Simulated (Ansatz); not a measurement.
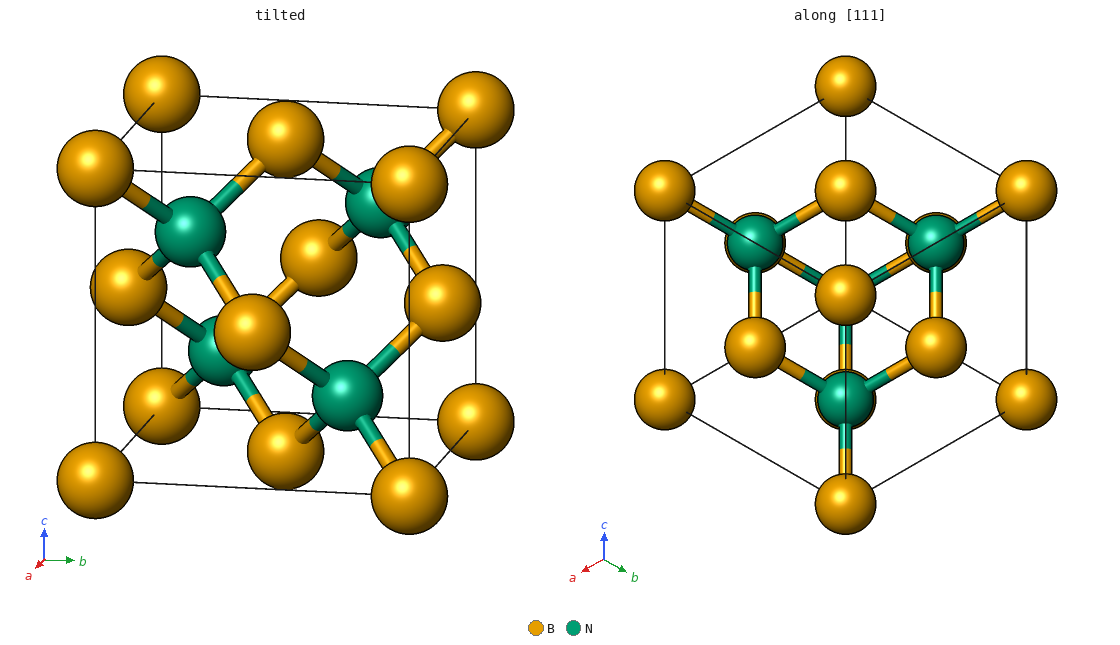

View slightly off an axis and along [111], drawn as a ball-and-stick model. The lines enclose the conventional unit cell; boundary atoms appear with their images.

The structure is one of BN. Its lattice is face-centred cubic, its space group F-43m (No. 216). Among the common structure types it is zinc blende (sphalerite type). Cell content 4 B, 4 N; Z = 4. B is coordinated by four N in a tetrahedral arrangement. About every N there are four B in a tetrahedral arrangement. The bonds build a three-dimensional framework.

It goes back to a structure listed in the Materials Project. Earlier steps of the study may have refined or changed the cell and positions. An electronic-structure calculation with Ansatz was run on it.
